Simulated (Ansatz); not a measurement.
## Run report: BaTiO3, single-point calculation

The run: single-point calculation of BaTiO3 (Pm-3m, 5 atoms in the cell). Method and program: DFT, PBE, plane waves, PAW, no spin polarisation (Ansatz 0.2.0).

The structure derives from an entry of the Crystallography Open Database. Some settings of this run were made unusual or wrong on purpose. The geometry comes from this level: r2SCAN.

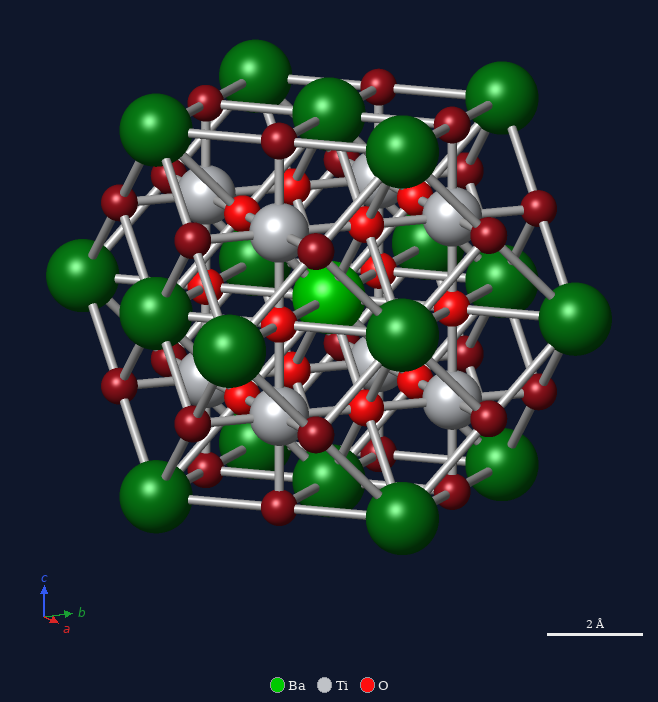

**Figure 1.** The input geometry (ball-and-stick view of the cell of the calculation, seen slightly off an axis; neighbours outside the cell are drawn fainter).

Input file:
```yaml
crystal:
  lattice:
    - [3.9940959633, 0.0, 0.0]
    - [0.0, 3.9940959633, 0.0]
    - [0.0, 0.0, 3.9940959633]
  atoms:
    - { symbol: Ba, position: [0.5, 0.5, 0.5] }
    - { symbol: Ti, position: [0.0, 0.0, 0.0] }
    - { symbol: O, position: [0.5, 0.0, 0.0] }
    - { symbol: O, position: [0.0, 0.5, 0.0] }
    - { symbol: O, position: [0.0, 0.0, 0.5] }
kpoints:
  mp_grid: { grid: [4, 4, 4] }
hamiltonian:
  xc: pbe
scf:
  occupations: { method: fixed }
output:
  optics:
    e_range: [0.5, 30]
    de: 0.1
    sigma: 5
    scissors: 0
    scheme: fermi_dirac
    bands: scf
```

Command:
```bash
ansatz run input.yaml --threads 4 --pin off --max-ram 5529MiB --backend cpu --events-out ev --progress --plain --runs-dir out
```

What the program printed:
```
Engine: ansatz 0.2.0, aarch64-unknown-linux-gnu
Pseudopotentials: kind: paw
Pseudopotential: Ba, paw, valence charge 10, recommended cutoff 420 eV (normal), Ba.paw.azcp
Pseudopotential: Ti, paw, valence charge 12, recommended cutoff 420 eV (normal), Ti.paw.azcp
Pseudopotential: O, paw, valence charge 6, recommended cutoff 420 eV (normal), O.paw.azcp
Functional definition: PBE
  parameter kappa = 0.804
  parameter beta = 0.06672455060314922
  exchange = pbe_x(kappa = kappa, mu = beta*pi^2/3)
  correlation = pbe_c(beta = beta)
Crystal: 5 atoms, lattice volume = 63.717 Å³
Basis set: ecut = 420 eV, 1237 PW (Γ)
Bands: 25, of which v1, the nominal top of the filled ones, is band 20 counted from 1 (19 counted from 0)
Symmetry: 48 space group operations
Space group: Pm-3m (ITA 221), of the structure as read, at distance tolerance 4.0e-5 Å
k-points: 10 of 64
Non-local potential: Ba, projectors of the file, l = 0: 3, l = 1: 2, l = 2: 2, l = 3: 2
Non-local potential: Ti, projectors of the file, l = 0: 3, l = 1: 2, l = 2: 3, l = 3: 1
Non-local potential: O, projectors of the file, l = 0: 2, l = 1: 2, l = 2: 1
PAW form: soft (Blöchl's): semilocal exchange-correlation on the pseudo side does not see the compensation charge
PAW one-centre angular grid: Ba, 194 points (default); XC on 64 Gauss nodes
PAW one-centre angular grid: Ti, 590 points (default); XC on 64 Gauss nodes
PAW one-centre angular grid: O, 110 points (default); XC on 64 Gauss nodes
Initial density: superposition of atomic densities (neutral atoms: chi_scale 0, normalization atom), corrected by the library's trained network
Initial wavefunctions: pseudopotential atomic-orbital guess
Functional: x = pbe(κ = 0.804, μ = 0.2195149727645171), c = pbe(β = 0.06672455060314922)
SCF iter   1: F=—  HF=-10159.536349 eV  |F-HF|=—  |Δ(HF+E_count)|=         —  Δρ=1.20e-3  dr2=2.90e-4  ethr=1.77e-3  ⟨swp⟩=4.3  Hψ=1054  notcnv=0  defer=21
preconditioner: auto → Resta (q_TF=auto, 2.525 Å⁻¹)  ε∞=5.9  [insulator: Δε(μ)=1.810 eV  Ē_g=11.865 eV  n_scr=18 (ndim 8)  ℏωp=26.3 eV  f_vac=0.000  ε∞_Penn≈5.9]
SCF iter   2: F=—  HF=-10159.536670 eV  |F-HF|=—  |Δ(HF+E_count)|=   3.21e-4  Δρ=5.90e-4  dr2=6.29e-5  ethr=7.25e-7  ⟨swp⟩=2.2  Hψ=557  notcnv=0  defer=25
SCF iter   3: F=—  HF=-10159.536826 eV  |F-HF|=—  |Δ(HF+E_count)|=   1.56e-4  Δρ=2.92e-4  dr2=5.01e-5  ethr=1.57e-7  ⟨swp⟩=2.1  Hψ=397  notcnv=0  defer=17
SCF iter   4: F=—  HF=-10159.536821 eV  |F-HF|=—  |Δ(HF+E_count)|=   4.64e-6  Δρ=4.68e-5  dr2=1.67e-6  ethr=1.25e-7  ⟨swp⟩=2.3  Hψ=367  notcnv=0  defer=12
SCF iter   5: F=—  HF=-10159.536818 eV  |F-HF|=—  |Δ(HF+E_count)|=   3.52e-6  Δρ=2.26e-5  dr2=2.43e-7  ethr=4.17e-9  ⟨swp⟩=2.2  Hψ=392  notcnv=0  defer=10
SCF iter   6: F=—  HF=-10159.536818 eV  |F-HF|=—  |Δ(HF+E_count)|=   2.17e-7  Δρ=3.54e-6  dr2=7.85e-9  ethr=6.07e-10  ⟨swp⟩=2.0  Hψ=393  notcnv=0  defer=10
SCF iter   7: F=—  HF=-10159.536818 eV  |F-HF|=—  |Δ(HF+E_count)|=   4.60e-9  Δρ=6.65e-7  dr2=3.15e-10  ethr=1.96e-11  ⟨swp⟩=2.0  Hψ=393  notcnv=0  defer=10
SCF iter   8: F=—  HF=-10159.536818 eV  |F-HF|=—  |Δ(HF+E_count)|=  4.53e-10  Δρ=1.73e-7  dr2=1.98e-11  ethr=1.00e-12  ⟨swp⟩=2.1  Hψ=424  notcnv=0  defer=10
SCF iter   9: F=-10159.536818 eV  HF=-10159.536818 eV  |F-HF|=0.00e0  |Δ(HF+E_count)|=  2.36e-11  Δρ=5.04e-8  dr2=2.41e-12  ethr=1.00e-12  ⟨swp⟩=9.2  Hψ=984  notcnv=0
SCF 1 converged in 9 iterations: F = -10159.536818 eV  dr2 = 2.41e-12
  greatest PAW one-centre occupation: 0.999 electrons in one spin orbital (limit 2), on the Ti atom at site 1 (counted from 0), in its partial waves of l = 0
Optics k sum: 0 of 10 k-points
Optics k sum: 1 of 10 k-points
Optics k sum: 2 of 10 k-points
Optics k sum: 3 of 10 k-points
Optics k sum: 4 of 10 k-points
Optics k sum: 5 of 10 k-points
Optics k sum: 6 of 10 k-points
Optics k sum: 7 of 10 k-points
Optics k sum: 8 of 10 k-points
Optics k sum: 9 of 10 k-points
Optics k sum: 10 of 10 k-points
Optics k sum: 0 of 10 k-points
Optics k sum: 1 of 10 k-points
Optics k sum: 2 of 10 k-points
Optics k sum: 3 of 10 k-points
Optics k sum: 4 of 10 k-points
Optics k sum: 5 of 10 k-points
Optics k sum: 6 of 10 k-points
Optics k sum: 7 of 10 k-points
Optics k sum: 8 of 10 k-points
Optics k sum: 9 of 10 k-points
Optics k sum: 10 of 10 k-points
SCF converged after 9 iterations
Free energy (F): -10159.536818 eV
Harris-Foulkes:  -10159.536818 eV  (|F-HF|=0.00e0)
Internal energy: -10159.536818 eV  (E = F + TS)
E sigma→0 (E₀):  -10159.536818 eV
Fermi energy:    10.397780 eV
--- Per-component energies (eV) ---
  E_band       = -136.534754
  E_kinetic    = 970.665541
  E_local      = -2085.902377  (includes V_loc(G=0)·N_el)
  E_nonlocal   = 203.425674
  E_hartree    = 815.299429
  E_xc         = -491.724588
  E_vxc        = -546.495980  (∫ρ·V_xc dr)
  E_paw        = -6744.501809  (= ΣΔE_a)
  E_vpaw       = -308.834032  (= ΣTr[D̂ρ^β])
  E_aug_tail   = 0.007517  (compensation charges beyond the density's cutoff)
  E_ewald      = -2826.806204
  E_smearing   = -0.000000  (= −TS)
  E_closure    = 0.000000  (closes the sum)
  Σ components = -10159.536818   (vs F -10159.536818, Δ=0.00e0)
--- Band table (eV; the first three rows and the last of 10) ---
  k-point 0: bands = ["-46.1448", "-22.3683", "-22.3683", "-22.3683", "-14.2202", "-6.4584", "-5.7915", "-5.7915", "0.5837", "0.5837", "0.5837", "8.1392", "8.1392", "8.1392", "9.2770", "9.2770", "9.2770", "10.2975", "10.2975", "10.2975", "12.2035", "12.2035", "12.2035", "14.3898", "14.3898"]
  k-point 1: bands = ["-46.1444", "-22.3949", "-22.3672", "-22.3672", "-14.1579", "-6.5369", "-5.7749", "-5.6902", "0.6697", "0.6697", "0.7994", "7.2578", "7.9521", "7.9521", "8.8074", "8.8074", "8.8658", "9.2033", "9.9666", "9.9666", "12.2668", "13.1623", "13.1623", "14.3926", "15.6116"]
  k-point 2: bands = ["-46.1439", "-22.4213", "-22.3661", "-22.3661", "-14.0937", "-6.7000", "-5.7583", "-5.4762", "0.7605", "0.7605", "1.0107", "6.4158", "7.6605", "7.6605", "8.4936", "8.5184", "8.5790", "8.5790", "9.7250", "9.7250", "12.3325", "13.9439", "13.9439", "14.3950", "16.4241"]
  k-point 9: bands = ["-46.1422", "-22.4151", "-22.4151", "-22.4151", "-13.9444", "-5.5435", "-5.5435", "-5.5435", "-0.1514", "-0.1514", "-0.1514", "5.9390", "6.5687", "6.5687", "8.0616", "8.0616", "8.0616", "10.3978", "10.3978", "10.3978", "14.6295", "14.6295", "14.6295", "17.2635", "17.2635"]
```

File optics_head.txt:
```
# E[eV]	eps2_xx	eps2_yy	eps2_zz	eps2_xy	eps2_xz	eps2_yz	eps1_xx	eps1_yy	eps1_zz	eps1_xy	eps1_xz	eps1_yz	loss_summed_bands_xx	loss_summed_bands_yy	loss_summed_bands_zz
# format = ansatz-optics/6
# eps_inf(xx yy zz) = 2.267556 2.267556 2.267556
# eps_inf_bands = summed_by_request
# eps_inf_summed_bands(xx yy zz) = 2.267556 2.267556 2.267556
# k_sum = mesh_cells
# eps2_relative_error = 0.0026
# eps_inf_relative_error = 0.0059
# f_sum_n_eff(xx yy zz) = 7.480876 7.480876 7.480876 of n_electrons = 40.000000
# f_sum_n_eff_momentum_only(xx yy zz) = 5.812377 5.812377 5.812377
# loss_f_sum_n_eff(xx yy zz) = 7.481265 7.481265 7.481265
# perfect_screening_sum(xx yy zz) = 0.558997 0.558997 0.558997
# perfect_screening_sum_on_rows(xx yy zz) = 0.558997 0.558997 0.558997
# the maxima of the summed bands' own loss function (the loss_summed_bands columns) are measured between the rows too: peak_sampling_summed_bands says what part of their heights the rows count for, and missed_extrema_summed_bands lists those of which they count for under four fifths, the half width
# peak_sampling_summed_bands_xx(least_part_sampled least_sampled_at_ev n_extrema n_missed) = 9.999955e-1 15.081917129014379 1 0
# peak_sampling_summed_bands_yy(least_part_sampled least_sampled_at_ev n_extrema n_missed) = 9.999955e-1 15.081917129014183 1 0
# peak_sampling_summed_bands_zz(least_part_sampled least_sampled_at_ev n_extrema n_missed) = 9.999955e-1 15.08191712901377 1 0
# n_bands = 25
# the loss_summed_bands columns' heights are not shown to be converged in n_bands (the SCF's count)
# valid_up_to_ev = 0.000000
# loss_band_truncation_warned_of = loss_summed_bands_xx loss_summed_bands_yy loss_summed_bands_zz
# least_direct_gap_ev = 1.905927e0 at k(fractional) = 0.000000 0.000000 0.000000, k_point = 0, channel = 0, bands = 19 20 (counted from 0)
# evaluated_top_ev = 164.600000
# all_electron_strengths = true
```

What the run reported:

```csv
quantity,value
outcome,converged
space group (tolerance 0.01 Å),Pm-3m (221)
electrons treated,40
free energy,−10159.5368 eV
Fermi energy,10.398 eV
gap on the k-point mesh,1.81 eV
hardware,"4 threads of Arm Neoverse N1, 54 GiB of memory available, shared host"
wall time,4.1 s (CPU time 14 s)
peak memory,0.41 GiB
```

Diagnosis:

Some settings of this run were drawn to be unusual or wrong. It converged; results that depend on the unusual settings are not reference values.
